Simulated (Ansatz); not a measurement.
# MgH2 (P4_2/mnm): the host for defect calculations, part 3 of 4

Aim: the runs on the perfect crystal MgH2 (P4_2/mnm) that a defect calculation needs first.

Ansatz 0.2.0; plane-wave PAW DFT, PBE; relaxation of the host's cell and atoms (the session's first sound run).

So far: The structure; Host cell relaxation; Defect free supercell relaxed in its symmetry.

## (4) Defect free supercell relaxed from displaced atoms

This step: plane-wave PAW DFT, PBE; relaxation of the defect-free supercell from random displacements, a test of the host's stability (Ansatz 0.2.0).

Input file pristine.rattled/input.yaml:

```yaml
crystal:
  lattice:
    - [9.0324926351, 0.0, 0.0]
    - [0.0, 9.0324926351, 0.0]
    - [0.0, 0.0, 9.0391416754]
  atoms:
    - { symbol: Mg, position: [0.25, 0.25, 0.1666666667] }
    - { symbol: Mg, position: [0.0, 0.0, 0.0] }
    - { symbol: H, position: [0.3478282766, 0.3478282766, 0.0] }
    - { symbol: H, position: [0.4021717234, 0.0978282766, 0.1666666667] }
    - { symbol: H, position: [0.1521717234, 0.1521717234, 0.0] }
    - { symbol: H, position: [0.0978282766, 0.4021717234, 0.1666666667] }
    - { symbol: Mg, position: [0.25, 0.25, 0.5] }
    - { symbol: Mg, position: [0.0, 0.0, 0.3333333333] }
    - { symbol: H, position: [0.3478282766, 0.3478282766, 0.3333333333] }
    - { symbol: H, position: [0.4021717234, 0.0978282766, 0.5] }
    - { symbol: H, position: [0.1521717234, 0.1521717234, 0.3333333333] }
    - { symbol: H, position: [0.0978282766, 0.4021717234, 0.5] }
    - { symbol: Mg, position: [0.25, 0.25, 0.8333333333] }
    - { symbol: Mg, position: [0.0, 0.0, 0.6666666667] }
    - { symbol: H, position: [0.3478282766, 0.3478282766, 0.6666666667] }
    - { symbol: H, position: [0.4021717234, 0.0978282766, 0.8333333333] }
    - { symbol: H, position: [0.1521717234, 0.1521717234, 0.6666666667] }
    - { symbol: H, position: [0.0978282766, 0.4021717234, 0.8333333333] }
    - { symbol: Mg, position: [0.25, 0.75, 0.1666666667] }
    - { symbol: Mg, position: [0.0, 0.5, 0.0] }
    - { symbol: H, position: [0.3478282766, 0.8478282766, 0.0] }
    - { symbol: H, position: [0.4021717234, 0.5978282766, 0.1666666667] }
    - { symbol: H, position: [0.1521717234, 0.6521717234, 0.0] }
    - { symbol: H, position: [0.0978282766, 0.9021717234, 0.1666666667] }
    - { symbol: Mg, position: [0.25, 0.75, 0.5] }
    - { symbol: Mg, position: [0.0, 0.5, 0.3333333333] }
    - { symbol: H, position: [0.3478282766, 0.8478282766, 0.3333333333] }
    - { symbol: H, position: [0.4021717234, 0.5978282766, 0.5] }
    - { symbol: H, position: [0.1521717234, 0.6521717234, 0.3333333333] }
    - { symbol: H, position: [0.0978282766, 0.9021717234, 0.5] }
    - { symbol: Mg, position: [0.25, 0.75, 0.8333333333] }
    - { symbol: Mg, position: [0.0, 0.5, 0.6666666667] }
    - { symbol: H, position: [0.3478282766, 0.8478282766, 0.6666666667] }
    - { symbol: H, position: [0.4021717234, 0.5978282766, 0.8333333333] }
    - { symbol: H, position: [0.1521717234, 0.6521717234, 0.6666666667] }
    - { symbol: H, position: [0.0978282766, 0.9021717234, 0.8333333333] }
    - { symbol: Mg, position: [0.75, 0.25, 0.1666666667] }
    - { symbol: Mg, position: [0.5, 0.0, 0.0] }
    - { symbol: H, position: [0.8478282766, 0.3478282766, 0.0] }
    - { symbol: H, position: [0.9021717234, 0.0978282766, 0.1666666667] }
    - { symbol: H, position: [0.6521717234, 0.1521717234, 0.0] }
    - { symbol: H, position: [0.5978282766, 0.4021717234, 0.1666666667] }
    - { symbol: Mg, position: [0.75, 0.25, 0.5] }
    - { symbol: Mg, position: [0.5, 0.0, 0.3333333333] }
    - { symbol: H, position: [0.8478282766, 0.3478282766, 0.3333333333] }
    - { symbol: H, position: [0.9021717234, 0.0978282766, 0.5] }
    - { symbol: H, position: [0.6521717234, 0.1521717234, 0.3333333333] }
    - { symbol: H, position: [0.5978282766, 0.4021717234, 0.5] }
    - { symbol: Mg, position: [0.75, 0.25, 0.8333333333] }
    - { symbol: Mg, position: [0.5, 0.0, 0.6666666667] }
    - { symbol: H, position: [0.8478282766, 0.3478282766, 0.6666666667] }
    - { symbol: H, position: [0.9021717234, 0.0978282766, 0.8333333333] }
    - { symbol: H, position: [0.6521717234, 0.1521717234, 0.6666666667] }
    - { symbol: H, position: [0.5978282766, 0.4021717234, 0.8333333333] }
    - { symbol: Mg, position: [0.75, 0.75, 0.1666666667] }
    - { symbol: Mg, position: [0.5, 0.5, 0.0] }
    - { symbol: H, position: [0.8478282766, 0.8478282766, 0.0] }
    - { symbol: H, position: [0.9021717234, 0.5978282766, 0.1666666667] }
    - { symbol: H, position: [0.6521717234, 0.6521717234, 0.0] }
    - { symbol: H, position: [0.5978282766, 0.9021717234, 0.1666666667] }
    - { symbol: Mg, position: [0.75, 0.75, 0.5] }
    - { symbol: Mg, position: [0.5, 0.5, 0.3333333333] }
    - { symbol: H, position: [0.8478282766, 0.8478282766, 0.3333333333] }
    - { symbol: H, position: [0.9021717234, 0.5978282766, 0.5] }
    - { symbol: H, position: [0.6521717234, 0.6521717234, 0.3333333333] }
    - { symbol: H, position: [0.5978282766, 0.9021717234, 0.5] }
    - { symbol: Mg, position: [0.75, 0.75, 0.8333333333] }
    - { symbol: Mg, position: [0.5, 0.5, 0.6666666667] }
    - { symbol: H, position: [0.8478282766, 0.8478282766, 0.6666666667] }
    - { symbol: H, position: [0.9021717234, 0.5978282766, 0.8333333333] }
    - { symbol: H, position: [0.6521717234, 0.6521717234, 0.6666666667] }
    - { symbol: H, position: [0.5978282766, 0.9021717234, 0.8333333333] }
basis:
  ecutwfc: 420
  xc_grid: 2
hamiltonian:
  xc: pbe
kpoints:
  mp_grid: { grid: [1, 1, 1] }
scf:
  occupations: { method: fermi_dirac, width: 0.01 }
  max_iter: 100
  lower_state_search: "off"
output:
  forces: true
relax:
  f_tol: 0.015
  max_steps: 120
  random_displacement: { amplitude: 0.06, seed: 2206 }
checkpoint:
  write: "../pristine.rattled.run"
  compress: false
  write_wavefunctions: false
  write_every: 100000
```

Run with:

```sh
$ ansatz run input.yaml --threads 8 --pin off --max-ram 17899MiB --backend cpu --events-out ev --progress --plain --runs-dir out
```

Numbers of over 12 decimals in the logs are rounded to 6 here.

The program printed:

```text
[...]
Crystal: 72 atoms, lattice volume = 737.467 Å³
Basis set: ecut = 420 eV, 14371 PW (Γ), exchange–correlation on 128×128×128 points (8 copies of the dense FFT grid, shifted against one another)
Bands: 216, of which v1, the nominal top of the filled ones, is band 144 counted from 1 (143 counted from 0)
Symmetry: 1 space group operations
k-points: 1
[...]
SCF iter   1: F=—  HF=-46944.532570 eV  |F-HF|=—  |Δ(HF+E_count)|=         —  Δρ=1.22e-3  dr2=1.07e-2  ethr=1.77e-3  ⟨swp⟩=6.0  Hψ=964  notcnv=0  defer=24
[...]
SCF iter   6: F=-46944.532259 eV  HF=-46944.532259 eV  |F-HF|=7.39e-9  |Δ(HF+E_count)|=   2.92e-7  Δρ=1.39e-6  dr2=1.16e-8  ethr=1.21e-10  ⟨swp⟩=1.0  Hψ=488  notcnv=0
SCF 1 converged in 6 iterations: F = -46944.532259 eV  dr2 = 1.16e-8
[...]
relax step   1: F+E_penalty+E_count = -46944.53225899 eV  Δ(F+E_penalty+E_count) = +0.000e0 eV  max|allowed force component| = 6.514e-1 eV/Å  Δτ_max = 0.0000 Å  (6 SCF iters, dr2 threshold 5.63e-6 eV, accepted)
[...]
relax step   2: F+E_penalty+E_count = -46944.73028471 eV  Δ(F+E_penalty+E_count) = -1.980e-1 eV  max|allowed force component| = 5.996e-1 eV/Å  Δτ_max = 0.1862 Å  (5 SCF iters, dr2 threshold 2.65e-5 eV, accepted)
relax step   3: F+E_penalty+E_count = -46945.12648562 eV  Δ(F+E_penalty+E_count) = -3.962e-1 eV  max|allowed force component| = 1.153e-2 eV/Å  Δτ_max = 0.1230 Å  (5 SCF iters, dr2 threshold 2.25e-5 eV, accepted)
[...]
SCF iter   3: F=-46945.126486 eV  HF=-46945.126486 eV  |F-HF|=2.58e-8  |Δ(HF+E_count)|=   4.10e-7  Δρ=1.67e-6  dr2=2.62e-8  ethr=3.47e-11  ⟨swp⟩=2.0  Hψ=564  notcnv=0
SCF 4 converged in 3 iterations: F = -46945.126486 eV  dr2 = 2.62e-8
relax step   4: F+E_penalty+E_count = -46945.12648588 eV  Δ(F+E_penalty+E_count) = -2.628e-7 eV  max|allowed force component| = 1.143e-2 eV/Å  Δτ_max = 0.0000 Å  (3 SCF iters, accepted)
SCF converged after 3 iterations
Free energy (F): -46945.126486 eV
[...]
Internal energy: -46945.126486 eV  (E = F + TS)
E sigma→0 (E₀):  -46945.126486 eV
Fermi energy:    4.005382 eV
[...]
--- Forces (eV/Å), atoms counted from 1 ---
  atom   1  Mg     0.00691765    -0.00435525     0.00204436
  atom   2  Mg     0.00093951     0.00211801    -0.00360577
  atom   3  H      0.00048206    -0.00062906    -0.00134062
  atom   4  H      0.00376099    -0.01123033     0.00189615
  atom   5  H      0.00203902     0.00256706     0.00517871
  atom   6  H      0.00139177    -0.00653800     0.00043417
  atom   7  Mg     0.00592716     0.00328297    -0.00110342
  atom   8  Mg     0.00158500     0.00273811    -0.00395139
  atom   9  H      0.00699780    -0.00387706    -0.00451660
  atom  10  H     -0.00202973     0.00316680    -0.00110476
  atom  11  H      0.00251169    -0.00385046    -0.00254156
  atom  12  H     -0.00669038     0.00741874    -0.00268240
  atom  13  Mg    -0.00507296     0.00101368    -0.00148321
  atom  14  Mg    -0.00606840     0.00799649    -0.00679649
  atom  15  H     -0.00677896     0.00198839    -0.00274972
  atom  16  H     -0.00124464     0.00305543    -0.00415651
  atom  17  H      0.00285024     0.00387640    -0.00517178
  atom  18  H     -0.00341863     0.00422746    -0.00108100
  atom  19  Mg    -0.00297237    -0.00698606     0.00503808
  atom  20  Mg     0.00438157    -0.00025750     0.00187236
  atom  21  H     -0.00244886     0.00196487     0.00161876
  atom  22  H      0.00026455    -0.00094930     0.00449762
  atom  23  H      0.00246604     0.00086088     0.00079970
  atom  24  H     -0.00024406     0.00579744     0.00311538
  atom  25  Mg     0.00415251     0.00086402    -0.00843820
  atom  26  Mg    -0.00889057    -0.00526403    -0.00633801
  atom  27  H     -0.00134440     0.00660315     0.00137881
  atom  28  H      0.00426160    -0.00276975     0.00304689
  atom  29  H     -0.00072848    -0.00131363     0.00582346
  atom  30  H      0.00470309     0.00013402    -0.00060445
  atom  31  Mg    -0.00172574    -0.00011886    -0.00136900
  atom  32  Mg    -0.00267749     0.00052432    -0.00293215
  atom  33  H     -0.00354460     0.00060059     0.00051491
  atom  34  H     -0.00194867    -0.00051472     0.00051080
  atom  35  H      0.00112948    -0.00188789     0.00016841
  atom  36  H      0.00406378     0.00198964    -0.00438649
  atom  37  Mg    -0.00216210     0.00362701     0.00599350
  atom  38  Mg    -0.00072687    -0.00247777    -0.00802697
  atom  39  H     -0.00076875     0.00328758    -0.00300857
  atom  40  H     -0.00126051    -0.00109844    -0.00230767
[...]
atom  61  Mg     0.00912268     0.00049281     0.00279545
  atom  62  Mg     0.00674814     0.00109964    -0.00022763
  atom  63  H     -0.00023385     0.00201706     0.00590142
  atom  64  H      0.00281710    -0.00048771    -0.00735470
  atom  65  H     -0.00005194     0.00026922     0.00302811
  atom  66  H      0.00675387     0.00004709    -0.00012208
  atom  67  Mg     0.00523905    -0.00480165    -0.00052015
  atom  68  Mg    -0.00086544     0.00094150     0.00276400
  atom  69  H     -0.00325488     0.00452916     0.00122741
  atom  70  H      0.00216126    -0.00897835     0.00642247
  atom  71  H     -0.00084066    -0.00338255     0.00166138
  atom  72  H      0.00203284     0.00126157    -0.00344225
  max |Σ_I F_I| component: 2.67e-5 eV/Å
--- Relaxed structure (4 steps of the walk, 4 accepted, 0 SCFs on fresh bases) ---
  F+E_penalty+E_count = -46945.12648588 eV   max|allowed force component| = 1.143e-2 eV/Å
  atoms:
    - { symbol: Mg, position: [0.249205, 0.250384, 0.167023] }
    - { symbol: Mg, position: [-0.000247, -0.000272, 0.000573] }
    - { symbol: H, position: [0.347484, 0.347766, 0.000404] }
    - { symbol: H, position: [0.402031, 0.098344, 0.167033] }
    - { symbol: H, position: [0.152000, 0.152215, 0.000274] }
    - { symbol: H, position: [0.097414, 0.402854, 0.166978] }
    - { symbol: Mg, position: [0.249430, 0.249593, 0.500564] }
    - { symbol: Mg, position: [-0.000317, -0.000362, 0.333856] }
    - { symbol: H, position: [0.346626, 0.348011, 0.333911] }
    - { symbol: H, position: [0.401901, 0.097503, 0.500377] }
    - { symbol: H, position: [0.151647, 0.152459, 0.333774] }
    - { symbol: H, position: [0.097642, 0.402161, 0.500638] }
    - { symbol: Mg, position: [0.250043, 0.249930, 0.833864] }
    - { symbol: Mg, position: [-6.611526615253068e-5, -0.000663, 0.667315] }
    - { symbol: H, position: [0.347924, 0.347072, 0.667058] }
    - { symbol: H, position: [0.402274, 0.097593, 0.834043] }
    - { symbol: H, position: [0.152121, 0.151848, 0.667471] }
    - { symbol: H, position: [0.097606, 0.402261, 0.833780] }
    - { symbol: Mg, position: [0.250133, 0.750124, 0.166783] }
    - { symbol: Mg, position: [-0.000317, 0.500371, 0.000288] }
    - { symbol: H, position: [0.347869, 0.847680, 0.000269] }
    - { symbol: H, position: [0.402303, 0.597679, 0.166465] }
    - { symbol: H, position: [0.152307, 0.652365, 0.000207] }
    - { symbol: H, position: [0.097449, 0.902012, 0.167053] }
    - { symbol: Mg, position: [0.249861, 0.749974, 0.500467] }
    - { symbol: Mg, position: [0.000224, 0.500384, 0.333990] }
    - { symbol: H, position: [0.347668, 0.847411, 0.333584] }
    - { symbol: H, position: [0.401961, 0.597577, 0.500146] }
    - { symbol: H, position: [0.152448, 0.652472, 0.333514] }
    - { symbol: H, position: [0.097361, 0.902045, 0.500426] }
    - { symbol: Mg, position: [0.250168, 0.749923, 0.833711] }
    - { symbol: Mg, position: [-3.6965733812179365e-5, 0.500029, 0.667164] }
    - { symbol: H, position: [0.347677, 0.847691, 0.667065] }
    - { symbol: H, position: [0.402523, 0.597578, 0.833403] }
    - { symbol: H, position: [0.152252, 0.652414, 0.667079] }
    - { symbol: H, position: [0.097311, 0.901836, 0.834048] }
    - { symbol: Mg, position: [0.750016, 0.250088, 0.166752] }
    - { symbol: Mg, position: [0.500033, 0.000328, 0.000696] }
    - { symbol: H, position: [0.847792, 0.347623, 0.000203] }
    - { symbol: H, position: [0.902231, 0.097608, 0.167195] }
    - { symbol: H, position: [0.652475, 0.152576, 0.000160] }
    - { symbol: H, position: [0.597576, 0.402360, 0.166811] }
    - { symbol: Mg, position: [0.750118, 0.249915, 0.499862] }
    - { symbol: Mg, position: [0.499530, 0.000165, 0.333618] }
    - { symbol: H, position: [0.847313, 0.348399, 0.333351] }
    - { symbol: H, position: [0.902086, 0.097262, 0.500440] }
    - { symbol: H, position: [0.651889, 0.152578, 0.333372] }
    - { symbol: H, position: [0.597592, 0.402314, 0.499903] }
    - { symbol: Mg, position: [0.750309, 0.249940, 0.833307] }
    - { symbol: Mg, position: [0.499778, 0.000339, 0.667195] }
    - { symbol: H, position: [0.847774, 0.347464, 0.666554] }
    - { symbol: H, position: [0.902109, 0.097269, 0.833733] }
    - { symbol: H, position: [0.652315, 0.152348, 0.666656] }
    - { symbol: H, position: [0.597710, 0.402014, 0.833104] }
    - { symbol: Mg, position: [0.749976, 0.749748, 0.167047] }
    - { symbol: Mg, position: [0.500253, 0.499887, -8.836105469967577e-5] }
    - { symbol: H, position: [0.847651, 0.847241, 0.000423] }
    - { symbol: H, position: [0.902735, 0.598020, 0.167265] }
    - { symbol: H, position: [0.652675, 0.652027, 0.000332] }
    - { symbol: H, position: [0.597678, 0.902383, 0.167124] }
    - { symbol: Mg, position: [0.749226, 0.749869, 0.500191] }
    - { symbol: Mg, position: [0.499384, 0.499833, 0.333343] }
    - { symbol: H, position: [0.847377, 0.847420, 0.333613] }
    - { symbol: H, position: [0.902080, 0.597720, 0.500667] }
    - { symbol: H, position: [0.651940, 0.652172, 0.333424] }
    - { symbol: H, position: [0.596991, 0.902322, 0.500325] }
    - { symbol: Mg, position: [0.749600, 0.750216, 0.833585] }
    - { symbol: Mg, position: [0.499946, 0.499737, 0.666580] }
    - { symbol: H, position: [0.847478, 0.847296, 0.666824] }
    - { symbol: H, position: [0.902174, 0.598043, 0.833401] }
    - { symbol: H, position: [0.651882, 0.652484, 0.666914] }
    - { symbol: H, position: [0.597417, 0.902441, 0.833917] }
```

The job ended after 3.5 s (8 threads of Intel Xeon 6975P-C (Granite Rapids), shared host; peak memory 0.84 GiB; 20 s of CPU time).

The steps of the relaxation:

| step | energy less that of the first step (eV) | largest force component (eV/Å) |
| --- | --- | --- |
| 1 | 0.0000 | 0.6514 |
| 2 | -0.1980 | 0.5996 |
| 3 | -0.5942 | 0.0115 |
| 4 | -0.5942 | 0.0114 |

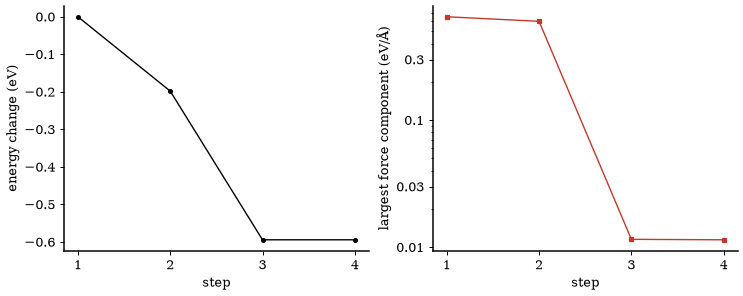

Energy and largest force along the relaxation.

The relaxation ends 8.3 meV an atom lower than the displaced start, with a largest force component of 0.011 eV/Å.

## (5) Host on a dense mesh

This step: plane-wave PAW DFT, PBE; single point of the defect-free host, a test of the k-point sampling (Ansatz 0.2.0).

System of this step: MgH2 (P4_2/mnm). Symmetry: P4_2/mnm, No. 136, tetragonal system. Conventional cell: a = 4.516 Å, b = 4.516 Å, c = 3.013 Å, α = 90.00°, β = 90.00°, γ = 90.00°. Nearest to Mg lie 6 H at 1.94 to 1.96 Å. Nearest to H lie 3 Mg at 1.94 to 1.96 Å. Farther neighbours are not listed.

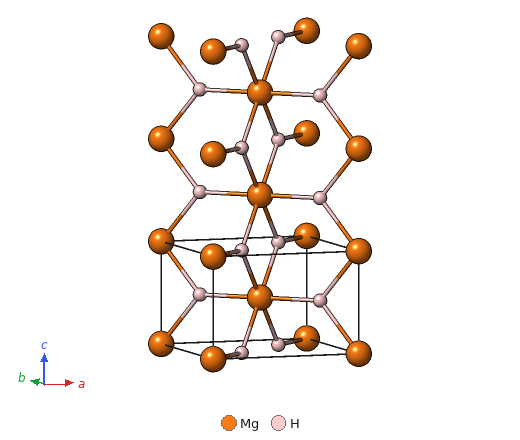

The cell of this step (magnesium orange, hydrogen pink). 1×1×3 cells are drawn. Some periodic images of atoms are drawn too.

Input file dense/input.yaml:

```yaml
crystal:
  lattice:
    - [4.5162463176, 0.0, 0.0]
    - [0.0, 4.5162463176, 0.0]
    - [0.0, 0.0, 3.0130472251]
  atoms:
    - { symbol: Mg, position: [0.5, 0.5, 0.5] }
    - { symbol: Mg, position: [0.0, 0.0, 0.0] }
    - { symbol: H, position: [0.6956565531, 0.6956565531, 0.0] }
    - { symbol: H, position: [0.8043434469, 0.1956565531, 0.5] }
    - { symbol: H, position: [0.3043434469, 0.3043434469, 0.0] }
    - { symbol: H, position: [0.1956565531, 0.8043434469, 0.5] }
basis:
  ecutwfc: 420
  xc_grid: 2
hamiltonian:
  xc: pbe
kpoints:
  mp_grid: { grid: [6, 6, 9] }
scf:
  occupations: { method: fermi_dirac, width: 0.01 }
  max_iter: 100
  lower_state_search: "off"
checkpoint:
  write: "../dense.run"
  compress: false
  write_wavefunctions: false
  write_every: 100000
```

The program printed:

```text
[...]
Crystal: 6 atoms, lattice volume = 61.456 Å³
Basis set: ecut = 420 eV, 1187 PW (Γ), exchange–correlation on 64×64×48 points (8 copies of the dense FFT grid, shifted against one another)
Bands: 18, of which v1, the nominal top of the filled ones, is band 12 counted from 1 (11 counted from 0)
Symmetry: 16 space group operations
[...]
k-points: 50 of 324
[...]
SCF iter   1: F=—  HF=-3912.186289 eV  |F-HF|=—  |Δ(HF+E_count)|=         —  Δρ=4.61e-4  dr2=5.76e-5  ethr=1.77e-3  ⟨swp⟩=6.0  Hψ=4544  notcnv=0  defer=1
[...]
SCF iter   6: F=-3912.185807 eV  HF=-3912.185807 eV  |F-HF|=3.64e-12  |Δ(HF+E_count)|=  8.91e-10  Δρ=2.21e-7  dr2=1.07e-11  ethr=1.89e-12  ⟨swp⟩=1.0  Hψ=2461  notcnv=0
SCF 1 converged in 6 iterations: F = -3912.185807 eV  dr2 = 1.07e-11
[...]
SCF converged after 6 iterations
Free energy (F): -3912.185807 eV
[...]
Internal energy: -3912.185807 eV  (E = F + TS)
E sigma→0 (E₀):  -3912.185807 eV
Fermi energy:    3.760196 eV
[...]
```

Run time: 0.4 s. Hardware: 8 threads; peak memory 0.4 GiB.

## (6) Defect free supercell at the zone centre

System of this step: MgH2 (P4_2/mnm). The cell holds 72 atoms: 24 Mg and 48 H. Its edges and angles: a = 9.032 Å, b = 9.032 Å, c = 9.039 Å, α = 90.0°, β = 90.0°, γ = 90.0°.

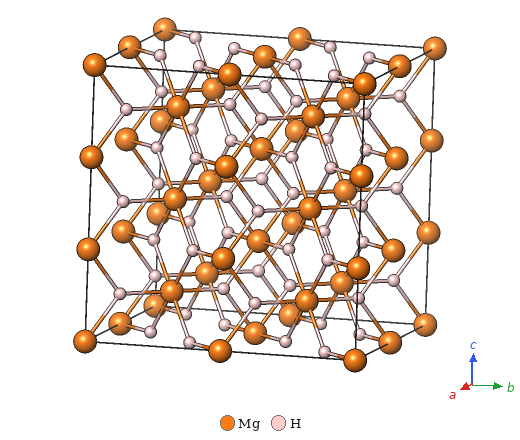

The cell of this step (magnesium orange, hydrogen pink). Some periodic images of atoms are drawn too.

pristine.sampling_gamma/input.yaml, as its differences from pristine.rattled/input.yaml of step 4:

```diff
@@ -89,10 +89,4 @@
   lower_state_search: "off"
-output:
-  forces: true
-relax:
-  f_tol: 0.015
-  max_steps: 120
-  random_displacement: { amplitude: 0.06, seed: 2206 }
 checkpoint:
-  write: "../pristine.rattled.run"
+  write: "../pristine.sampling_gamma.run"
   compress: false
```

The program printed:

```text
[...]
Crystal: 72 atoms, lattice volume = 737.467 Å³
Basis set: ecut = 420 eV, 14371 PW (Γ), exchange–correlation on 128×128×128 points (8 copies of the dense FFT grid, shifted against one another)
Bands: 216, of which v1, the nominal top of the filled ones, is band 144 counted from 1 (143 counted from 0)
Symmetry: 192 space group operations
[...]
k-points: 1
[...]
SCF iter   1: F=—  HF=-46945.125751 eV  |F-HF|=—  |Δ(HF+E_count)|=         —  Δρ=1.15e-3  dr2=8.92e-3  ethr=1.77e-3  ⟨swp⟩=6.0  Hψ=978  notcnv=0  defer=17
[...]
SCF iter   6: F=-46945.126659 eV  HF=-46945.126659 eV  |F-HF|=5.58e-9  |Δ(HF+E_count)|=   2.62e-7  Δρ=1.06e-6  dr2=4.13e-9  ethr=3.47e-11  ⟨swp⟩=3.0  Hψ=318  notcnv=0
SCF 1 converged in 6 iterations: F = -46945.126659 eV  dr2 = 4.13e-9
[...]
SCF converged after 6 iterations
Free energy (F): -46945.126659 eV
[...]
Internal energy: -46945.126659 eV  (E = F + TS)
E sigma→0 (E₀):  -46945.126659 eV
Fermi energy:    4.004430 eV
[...]
```

Elapsed: 0.86 s, on 8 threads; peak memory 0.83 GiB; 4.3 s of CPU time.

(Continued in part 4 of 4.)

[Logs are printed without paths, hosts, clocks, repeated set-up lines and the standing remarks that a program may print on its own settings, such as how far it seeks lower states.]

[Hosts, paths, dates, database ids (printed as entryN), source tags and the programs' standing remarks are cut or masked in the printed files.]

[Runs of the host that timed out are not shown.]

[For some hosts the program warned that the k-mesh of the response run may be too coarse for force constants and the static dielectric constant; such warnings are not always shown.]
